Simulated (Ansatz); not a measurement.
The compound is MoS2 (space group R-3m, No. 166), taken as the input geometry of an electronic-structure calculation (not necessarily at equilibrium); the starting structure was generated, so it need not be a known form of this composition.

```cif
data_structure
_symmetry_space_group_name_H-M 'R-3m:H'
_symmetry_Int_Tables_number 166
_cell_length_a 3.1931
_cell_length_b 3.1931
_cell_length_c 18.2317
_cell_angle_alpha 90.000
_cell_angle_beta 90.000
_cell_angle_gamma 120.000
_cell_volume 160.98
loop_
_atom_site_label
_atom_site_type_symbol
_atom_site_symmetry_multiplicity
_atom_site_Wyckoff_symbol
_atom_site_fract_x
_atom_site_fract_y
_atom_site_fract_z
_atom_site_occupancy
Mo1 Mo 3 a 0.00000 0.00000 0.00000 1
S1 S 6 c 0.00000 0.00000 0.24743 1
```

Bonds are taken as Mo–S below 2.7 Å. Atoms with one bond or none are removed and atoms with two bonds are replaced by edges, until no such atom is left.

Derive the underlying net.

The result is a binodal (3,6)-connected, two-periodic (layers) net: S is a 3-connected node; Mo is a 6-connected node, in the ratio 2:1. It is the kgd net, known from the layers of CdI2 (1T type). The layers lie parallel to (001).

```tsv
node	links	point symbol	coordination sequence
S	3	4³	3 12 9 24 15 36
Mo	6	4⁶·6⁶·8³	6 6 18 12 30 18
```

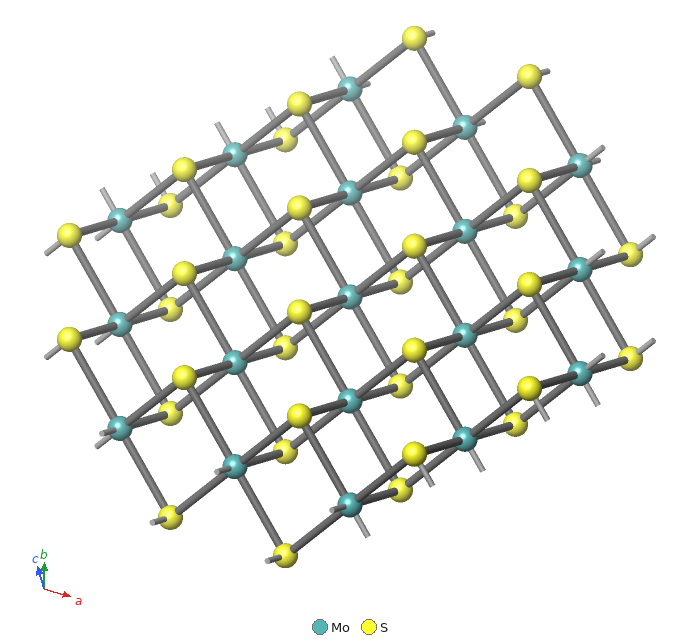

Nodes are coloured by element. One layer is drawn. Short stubs are edges that leave the cut-out.
